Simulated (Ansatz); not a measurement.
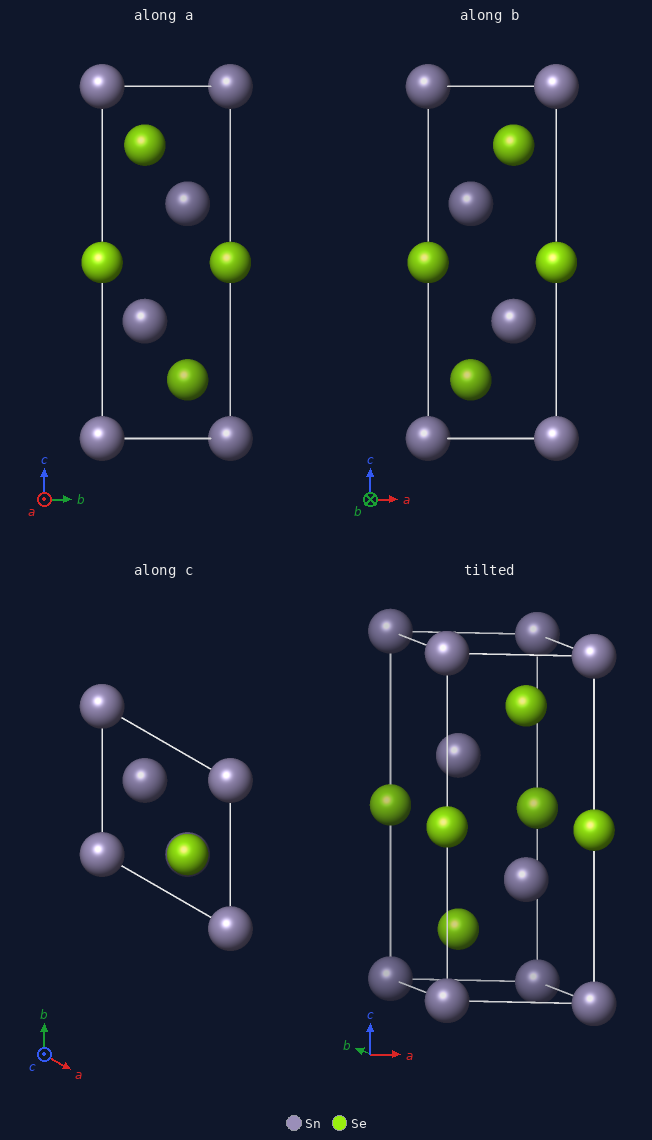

Drawn in the spheres-only manner and seen along the a axis, along the b axis, along the c axis and slightly off an axis. Thin lines show the conventional unit cell, with boundary atoms drawn in all their periodic places.

Lattice parameters: a = 4.3085 Å, b = 4.3085 Å, c = 10.2352 Å, α = 90.000°, β = 90.000°, γ = 120.000°.

Record the structure as a CIF with its space group and independent sites.

```cif
data_structure
_symmetry_space_group_name_H-M 'R -3 m :H'
_symmetry_Int_Tables_number 166
_cell_length_a 4.3085
_cell_length_b 4.3085
_cell_length_c 10.2352
_cell_angle_alpha 90.000
_cell_angle_beta 90.000
_cell_angle_gamma 120.000
_cell_volume 164.54
loop_
_atom_site_label
_atom_site_type_symbol
_atom_site_symmetry_multiplicity
_atom_site_Wyckoff_symbol
_atom_site_fract_x
_atom_site_fract_y
_atom_site_fract_z
_atom_site_occupancy
Sn1 Sn 3 a 0.0000 0.0000 0.0000 1
Se1 Se 3 b 0.3333 0.6667 0.1667 1
```

The structure comes from a structure type filled with these elements by a generator (whether the compound takes this form wasn't checked). The cell was then strained or its atoms displaced on purpose. It was the input of a calculation with Ansatz.
